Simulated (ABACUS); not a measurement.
**Geometry relaxation, with input and output: Rh (part 1 of 2)**

- system: Rh (Fm-3m, 1 atom in the cell)
- method: Kohn-Sham DFT of a periodic cell, LDA, PseudoDojo NC SR 0.4.1 LDA standard, no spin polarisation (ABACUS 3.10.1)

The structure derives from an entry of the Crystallography Open Database.

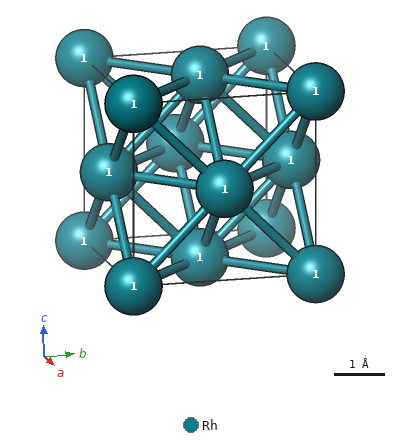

Fig. 1: The structure as given in the input (ball-and-stick view of the cell 4 times as large as that of the calculation, set on its symmetry axes, seen slightly off an axis; atoms are numbered from 1 in the order of the input). Near neighbours in the crystal (not all of them lie inside the picture): Rh has 12 Rh at 2.68 Å.

The input:
```python
"""Relaxation by an ASE optimiser with ABACUS as a small file-based calculator."""
import re
import subprocess
import numpy as np
from ase.calculators.calculator import Calculator, all_changes
from ase.filters import FrechetCellFilter
from ase.io import read
from ase.optimize import BFGS
from ase.stress import full_3x3_to_voigt_6_stress
from ase.units import Bohr, GPa

atoms = read("Rh.cif")
atoms = atoms[(-atoms.numbers).argsort(kind="stable")]  # ABACUS lists atoms element by element
pseudo = {'Rh': 'Rh.upf'}
orbital = {'Rh': 'Rh_confined-atom_7au_3s2p2d1f.orb'}
magmoms = None
kmesh = [11, 11, 11]
params = {
    'suffix': 'Rh',
    'calculation': 'scf',
    'basis_type': 'lcao',
    'pseudo_dir': './',
    'orbital_dir': './',
    'symmetry': 1,
    'dft_functional': 'pz',
    'ecutwfc': 100,
    'pseudo_rcut': 7,
    'nspin': 1,
    'nbands': 13,
    'ks_solver': 'genelpa',
    'smearing_method': 'fd',
    'smearing_sigma': 0.00367493,
    'scf_thr': 1e-07,
    'scf_nmax': 100,
    'mixing_type': 'broyden',
    'mixing_beta': 0.7,
    'cal_force': 1,
    'cal_stress': 1,
    'out_mul': 1,
}


def write_input(atoms):
    symbols = atoms.get_chemical_symbols()
    elements = list(dict.fromkeys(symbols))
    lines = ["ATOMIC_SPECIES"] + [f"{e} {atoms.get_masses()[symbols.index(e)]:.4f} {pseudo[e]}" for e in elements]
    if orbital:
        lines += ["", "NUMERICAL_ORBITAL"] + [orbital[e] for e in elements]
    lines += ["", "LATTICE_CONSTANT", f"{1 / Bohr:.10f}", "", "LATTICE_VECTORS"]
    lines += [" ".join(f"{x:.10f}" for x in v) for v in atoms.cell]
    lines += ["", "ATOMIC_POSITIONS", "Direct"]
    for e in elements:
        lines += ["", e, "0.0", str(symbols.count(e))]
        for i, p in enumerate(atoms.get_scaled_positions(wrap=False)):
            if symbols[i] == e:
                mag = "" if magmoms is None else " mag " + " ".join(str(x) for x in (magmoms[i] if isinstance(magmoms[i], list) else [magmoms[i]]))
                lines.append(" ".join(f"{x:.10f}" for x in p) + " 1 1 1" + mag)
    open("STRU", "w").write("\n".join(lines) + "\n")
    open("KPT", "w").write("K_POINTS\n0\nGamma\n%d %d %d 0 0 0\n" % tuple(kmesh))
    open("INPUT", "w").write("INPUT_PARAMETERS\n" + "".join(f"{k:<20s}{v}\n" for k, v in params.items()))


class Abacus(Calculator):
    implemented_properties = ["energy", "free_energy", "forces", "stress"]

    def calculate(self, atoms=None, properties=("energy",), system_changes=all_changes):
        super().calculate(atoms, properties, system_changes)
        write_input(self.atoms)
        subprocess.run(['mpirun', '-np', '4', 'abacus'], check=True)
        log = open("OUT.Rh/running_scf.log").read()
        if "charge density convergence is achieved" not in log:
            raise RuntimeError("SCF not converged")
        rows = lambda title, n: np.array([l.split()[-3:] for l in log.split(title)[-1].split("\n")[2:2 + n]], float)
        energy = float(re.findall(r"FINAL_ETOT_IS (\S+)", log)[-1])
        stress = -rows("TOTAL-STRESS", 3) / 10 * GPa  # ABACUS prints kbar, compression positive
        self.results = dict(energy=energy, free_energy=energy, forces=rows("TOTAL-FORCE", len(self.atoms)), stress=full_3x3_to_voigt_6_stress(stress))


atoms.calc = Abacus()
opt = BFGS(FrechetCellFilter(atoms), logfile="opt.log", trajectory="relax.traj")
print("optimiser converged:", opt.run(fmax=0.03, steps=60))
```

File Rh.cif:
```
data_Rh
_cell_length_a 2.68396521
_cell_length_b 2.68396521
_cell_length_c 2.68396521
_cell_angle_alpha 60.00000000
_cell_angle_beta 60.00000000
_cell_angle_gamma 60.00000000
_space_group_name_H-M_alt 'P1'
_space_group_name_Hall 'P 1'
_space_group_IT_number 1
loop_
_space_group_symop_operation_xyz
'x,y,z'
loop_
_atom_site_label
_atom_site_type_symbol
_atom_site_symmetry_multiplicity
_atom_site_Wyckoff_symbol
_atom_site_fract_x
_atom_site_fract_y
_atom_site_fract_z
_atom_site_occupancy
Rh1 Rh 1 a 0.0000000000 0.0000000000 0.0000000000 1
```

File INPUT:
```
INPUT_PARAMETERS
suffix              Rh
calculation         scf
basis_type          lcao
pseudo_dir          ./
orbital_dir         ./
symmetry            1
dft_functional      pz
ecutwfc             100
pseudo_rcut         7
nspin               1
nbands              13
ks_solver           genelpa
smearing_method     fd
smearing_sigma      0.00367493
scf_thr             1e-07
scf_nmax            100
mixing_type         broyden
mixing_beta         0.7
cal_force           1
cal_stress          1
out_mul             1
```

File STRU:
```
ATOMIC_SPECIES
Rh 102.9055 Rh.upf

NUMERICAL_ORBITAL
Rh_confined-atom_7au_3s2p2d1f.orb

LATTICE_CONSTANT
1.8897261258

LATTICE_VECTORS
2.6621632939 0.0000000000 -0.0000000000
1.3310816470 2.3055010415 -0.0000000000
1.3310816470 0.7685003472 2.1736472273

ATOMIC_POSITIONS
Direct

Rh
0.0
1
0.0000000000 0.0000000000 0.0000000000 1 1 1
```

File KPT:
```
K_POINTS
0
Gamma
11 11 11 0 0 0
```

Hardware: 4 threads of Intel Xeon @ 2.50GHz (Skylake/Cascade Lake), 64 GiB of memory available, shared host.

Launched with:
```bash
OMP_NUM_THREADS=1 python run_abacus.py > log
```

What the program printed:
```
ABACUS v3.10.1

               Atomic-orbital Based Ab-initio Computation at UStc

 ------------------------------------------------------------------------------------

 READING GENERAL INFORMATION
                           global_out_dir = OUT.Rh/
                           global_in_card = INPUT
                               pseudo_dir = ./
                              orbital_dir = ./
                                    DSIZE = 4
                                    GSIZE = 1

 READING UNITCELL INFORMATION
                                    ntype = 1
                  lattice constant (Bohr) = 1.88973
              lattice constant (Angstrom) = 1

 READING ATOM TYPE 1
                               atom label = Rh
                      L=0, number of zeta = 3
                      L=1, number of zeta = 2
                      L=2, number of zeta = 2
                      L=3, number of zeta = 1
             number of atom for this type = 1

                        TOTAL ATOM NUMBER = 1
DIRECT COORDINATES
    atom                   x                   y                   z     mag                  vx                  vy                  vz
taud_Rh1            0.0000000000        0.0000000000        0.0000000000  0.0000        0.0000000000        0.0000000000        0.0000000000

                          Volume (Bohr^3) = 90.0297
                             Volume (A^3) = 13.341

 Lattice vectors: (Cartesian coordinate: in unit of a_0)
             +2.66216                  +0                  -0
             +1.33108             +2.3055                  -0
             +1.33108             +0.7685            +2.17365
 Reciprocal vectors: (Cartesian coordinate: in unit of 2 pi/a_0)
            +0.375634           -0.216873           -0.153352
                   -0           +0.433745           -0.153352
                   +0                  -0           +0.460056
 The esolver type has been set to : ksdft_lcao

                PAO radial cut off (Bohr) = 7

 Read in pseudopotential file is Rh.upf
                     pseudopotential type = NC
          exchange-correlation functional = SLAPWNOGXNOGC
                 nonlocal core correction = 1
                        valence electrons = 17
                                     lmax = 2
                           number of zeta = 4
                     number of projectors = 6
                           L of projector = 0
                           L of projector = 0
                           L of projector = 1
                           L of projector = 1
                           L of projector = 2
                           L of projector = 2
 XC functional updated to : pz
          exchange-correlation functional = PZ
     initial pseudo atomic orbital number = 10

 SETUP THE ELECTRONS NUMBER
            electron number of element Rh = 17
      total electron number of element Rh = 17
            AUTOSET number of electrons:  = 17
                           occupied bands = 9
                                   NLOCAL = 26
                                   NBANDS = 13
                                   NBANDS = 13
                                   NLOCAL = 26

%%%%%%%%%%%%%%%%%%%%%%%%%%%%%%%%%%%%%%%%%%%%%%%%%%%%%%%%%%%%%%%%%%%%%%%%%%%%%%%%%%%%%%%%%%%%%%%%%%%%%%%%%%
 Warning: the number of valence electrons in pseudopotential > 9 for Rh: [Kr] 4d8 5s1
 Pseudopotentials with additional electrons can yield (more) accurate outcomes, but may be less efficient.
 If you're confident that your chosen pseudopotential is appropriate, you can safely ignore this warning.
%%%%%%%%%%%%%%%%%%%%%%%%%%%%%%%%%%%%%%%%%%%%%%%%%%%%%%%%%%%%%%%%%%%%%%%%%%%%%%%%%%%%%%%%%%%%%%%%%%%%%%%%%%

 SETUP THE PLANE WAVE BASIS
 energy cutoff for charge/potential (unit:Ry) = 400
            fft grid for charge/potential = [ 36, 36, 36 ]
                        fft grid division = [ 3, 3, 3 ]
        big fft grid for charge/potential = [ 12, 12, 12 ]
                                     nbxx = 432
                                     nrxx = 11664

 SETUP PLANE WAVES FOR CHARGE/POTENTIAL
                    number of plane waves = 12051
                         number of sticks = 691

 PARALLEL PW FOR CHARGE/POTENTIAL
     PROC   COLUMNS(POT)             PW
        1            173           3013
        2            172           3013
        3            173           3013
        4            173           3012
 --------------- sum -------------------
        4            691          12051
                            number of |g| = 169
                                  max |g| = 36.1219
                                  min |g| = 0

----------- Double Check Mixing Parameters Begin ------------
mixing_type: broyden
mixing_beta: 0.7
mixing_gg0: 1
mixing_gg0_min: 0.1
mixing_ndim: 8
----------- Double Check Mixing Parameters End ------------

 LATTICE VECTORS: (CARTESIAN COORDINATE: IN UNIT OF A0)
             +2.66216                  +0                  -0
             +1.33108             +2.3055                  -0
             +1.33108             +0.7685            +2.17365
                       right hand lattice = 1
                                   NORM_A = 2.66216
                                   NORM_B = 2.66216
                                   NORM_C = 2.66216
                           ALPHA (DEGREE) = 60
                           BETA  (DEGREE) = 60
                           GAMMA (DEGREE) = 60

 The lattice vectors have been changed (STRU_SIMPLE.cif)

(for optimal symmetric configuration:)
                             BRAVAIS TYPE = 3
                     BRAVAIS LATTICE NAME = 03. Cubic F (face-centered)
                                    ibrav = 3
                                    IBRAV = 3
                                  BRAVAIS = FACE CENTERED CUBIC
                       LATTICE CONSTANT A = 3.76487
Original cell was already a primitive cell.
                        ROTATION MATRICES = 48
              PURE POINT GROUP OPERATIONS = 48
                   SPACE GROUP OPERATIONS = 48
                              POINT GROUP = O_h
               POINT GROUP IN SPACE GROUP = O_h

 SETUP K-POINTS
                                    nspin = 1
                   Input type of k points = Monkhorst-Pack(Gamma)
                                   nkstot = 1331
                       right hand lattice = 1
(for reciprocal lattice: )
                             BRAVAIS TYPE = 2
                     BRAVAIS LATTICE NAME = 02. Cubic I (body-centered)
                                    ibrav = 2
                       right hand lattice = 1
(for k-lattice: )
                             BRAVAIS TYPE = 2
                     BRAVAIS LATTICE NAME = 02. Cubic I (body-centered)
                                    ibrav = 2
                       right hand lattice = 1
                        ROTATION MATRICES = 48
                               nkstot_ibz = 56
K-POINTS REDUCTION ACCORDING TO SYMMETRY
     IBZ    DIRECT_X    DIRECT_Y    DIRECT_Z  WEIGHT  ibz2bz
       1  0.00000000  0.00000000  0.00000000  0.0008       0
       2  0.09090909  0.09090909  0.09090909  0.0060       1
       3  0.18181818  0.18181818  0.18181818  0.0060       2
       4  0.27272727  0.27272727  0.27272727  0.0060       3
       5  0.36363636  0.36363636  0.36363636  0.0060       4
       6  0.45454545  0.45454545  0.45454545  0.0060       5
       7  0.09090909  0.09090909  0.00000000  0.0045      12
       8  0.18181818  0.18181818  0.09090909  0.0180      13
       9  0.27272727  0.27272727  0.18181818  0.0180      14
      10  0.36363636  0.36363636  0.27272727  0.0180      15
      11  0.45454545  0.45454545  0.36363636  0.0180      16
      12 -0.45454545  0.45454545  0.45454545  0.0180      17
      13  0.45454545  0.36363636  0.36363636  0.0180      18
      14  0.36363636  0.27272727  0.27272727  0.0180      19
      15  0.27272727  0.18181818  0.18181818  0.0180      20
      16  0.18181818  0.09090909  0.09090909  0.0090      21
      17  0.18181818  0.18181818  0.00000000  0.0045      24
      18  0.27272727  0.27272727  0.09090909  0.0180      25
      19  0.36363636  0.36363636  0.18181818  0.0180      26
      20  0.45454545  0.45454545  0.27272727  0.0180      27
      21 -0.36363636  0.45454545  0.45454545  0.0180      28
      22 -0.45454545  0.36363636  0.36363636  0.0180      29
      23  0.45454545  0.27272727  0.27272727  0.0180      30
      24  0.36363636  0.18181818  0.18181818  0.0090      31
      25  0.27272727  0.27272727  0.00000000  0.0045      36
      26  0.36363636  0.36363636  0.09090909  0.0180      37
      27  0.45454545  0.45454545  0.18181818  0.0180      38
      28 -0.27272727  0.45454545  0.45454545  0.0180      39
      29 -0.36363636  0.36363636  0.36363636  0.0180      40
      30 -0.45454545  0.27272727  0.27272727  0.0090      41
[... 26 further k points ...]

                               nkstot now = 56
[... K-POINTS DIRECT COORDINATES: 56 rows ...]

           k-point number in this process = 56
       minimum distributed K point number = 56
[... stars of the k points ...]

[... K-POINTS CARTESIAN COORDINATES: 56 rows ...]

[... K-POINTS DIRECT COORDINATES: 56 rows ...]

 SETUP PLANE WAVES FOR WAVE FUNCTIONS
     energy cutoff for wavefunc (unit:Ry) = 100
              fft grid for wave functions = [ 36, 36, 36 ]
                    number of plane waves = 2229
                         number of sticks = 223

 PARALLEL PW FOR WAVE FUNCTIONS
     PROC   COLUMNS(POT)             PW
        1             55            557
        2             56            556
        3             56            558
        4             56            558
 --------------- sum -------------------
        4            223           2229

 SET NONLOCAL PSEUDOPOTENTIAL PROJECTORS
 max number of nonlocal projetors among all species is 6

 -------------------------------------------
 SELF-CONSISTENT
 -------------------------------------------

 SETUP SEARCHING RADIUS FOR PROGRAM TO SEARCH ADJACENT ATOMS
                  longest orb rcut (Bohr) = 7
   longest nonlocal projector rcut (Bohr) = 1.42
                     search radius (Bohr) = 16.8
              searching radius is (Bohr)) = 16.8
         searching radius unit is (Bohr)) = 1.89
                         PeriodicBoundary = 1
                        Radius(unit:lat0) = 8.91
                                   glayer = [ 6, 6, 6 ]
                             glayer_minus = [ 5, 5, 5 ]

Find the coordinate range of the input atom(unit:lat0).
                                  min_tau = [ -26.6, -15.4, -10.9 ]
                                  max_tau = [ 26.6, 15.4, 10.9 ]
                                BoxNumber = [ 11, 11, 11 ]

 SETUP EXTENDED REAL SPACE GRID FOR GRID INTEGRATION
                          real space grid = [ 36, 36, 36 ]
                 big cell numbers in grid = [ 12, 12, 12 ]
             meshcell numbers in big cell = [ 3, 3, 3 ]
                        extended fft grid = [ 21, 21, 21 ]
                dimension of extened grid = [ 55, 55, 55 ]
                            UnitCellTotal = 125
              Atom number in sub-FFT-grid = 1
    Local orbitals number in sub-FFT-grid = 26
                                ParaV.nnr = 23829
                                 init_chg = atomic

 LCAO ALGORITHM --------------- ION=   1  ELEC=   1--------------------------------

 Density error is 0.0693652101052
----------------------------------------------------------
     Energy           Rydberg                 eV
```
